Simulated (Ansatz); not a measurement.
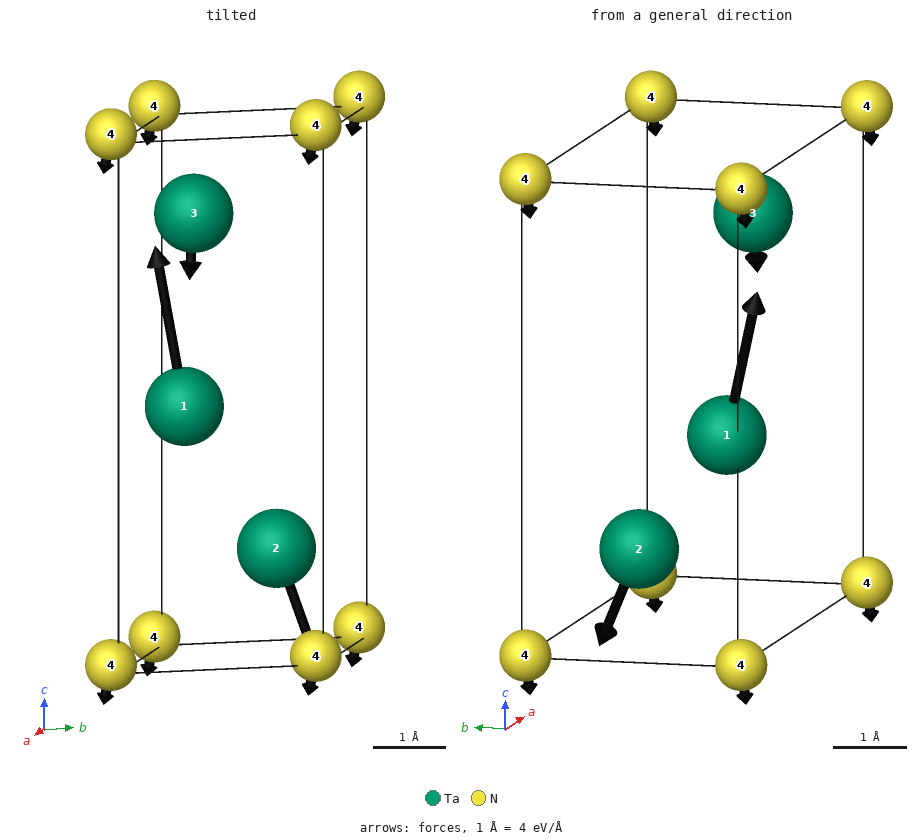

Drawn in the spheres-only manner and seen slightly off an axis and from a general direction. Thin lines show the simulation cell, with boundary atoms drawn in all their periodic places. The arrows are the computed forces on the atoms.

System: Ta3N. The calculation used DFT PBEsol, scalar-relativistic, plane waves, PAW in Ansatz 0.2.0, with a cutoff energy of 420 eV, Brillouin-zone sampling on a 12×12×6 mesh, Gaussian smearing of 0.15 eV, no spin polarisation.

Q: Is this geometry relaxed?

A: No. The atoms still feel forces of up to about 7.2 eV/Å, far above a usual threshold of 0.01 to 0.03 eV/Å.

Q: Which atom carries the strongest force?

A: Ta1, about 7.2 eV/Å.

The structure comes from a structure listed in the Materials Project. The cell was then strained or its atoms displaced on purpose. Ansatz was used for an electronic-structure calculation on it.
